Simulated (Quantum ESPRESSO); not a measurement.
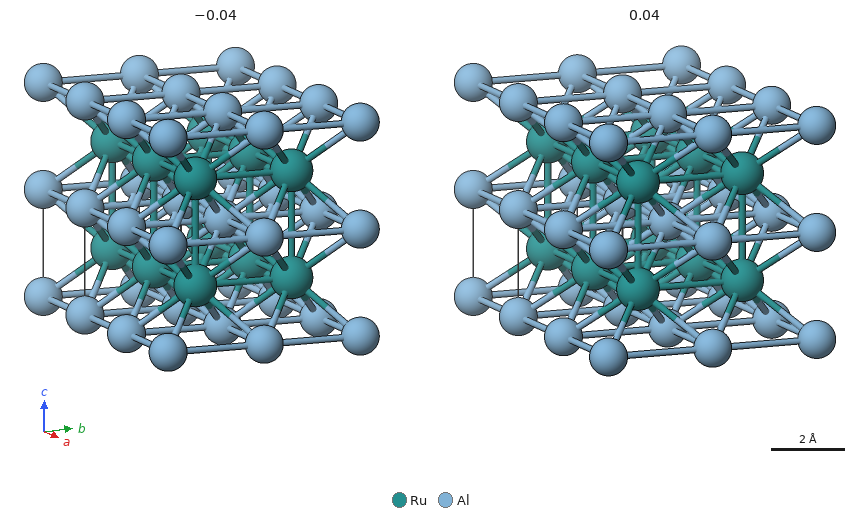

Solid AlRu (set up in P4/mmm), held at several strains, with the atoms relaxed (per unit of the tabulated number the cell is strained by 1.0 along b, 1.0 along a). The picture shows the first and the last member. Style: ball-and-stick. Shown: the cell of the calculation, repeated 3 × 2 × 2 with one cell outlined, slightly off an axis.

Computed with Quantum ESPRESSO 7.5: PBEsol, GBRV 1.5 PBEsol. Settings: plane-wave cutoff 612.3 eV; k-point mesh 9 × 9 × 9; occupations fermi-dirac; smearing width 0.05 eV; no spin polarisation.

| strain | energy (meV/atom) |
| --- | --- |
| −0.04 | 47.51 |
| −0.02 | 5.16 |
| −0.01 | −1.67 |
| 0 | 0.00 |
| 0.01 | ? |
| 0.02 | 26.17 |
| 0.04 | 78.80 |

> Estimate the missing row from the others, and compare with the calculation.

A parabola through three neighbouring rows (−0.01, 0, 0.02) gives, with Lagrange weights, (−0.3333)(−1.67) + (1.0000)(0.00) + (0.3333)(26.17) = 9.28 meV/atom. The calculation gives 9.49 meV/atom. The estimate is 0.21 meV/atom too low. The lowest tabulated energy lies at −0.01, so the unstrained cell isn't a minimum along this strain at this level. From the first member to the last: Ru–Ru 2.872 → 3.111 Å, Al–Al 2.872 → 3.111 Å, Al–Ru 2.522 → 2.660 Å.

The whole series:

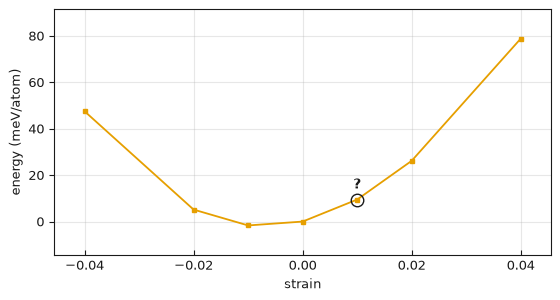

Each member starts from this one structure; whether another phase lies lower wasn't checked.
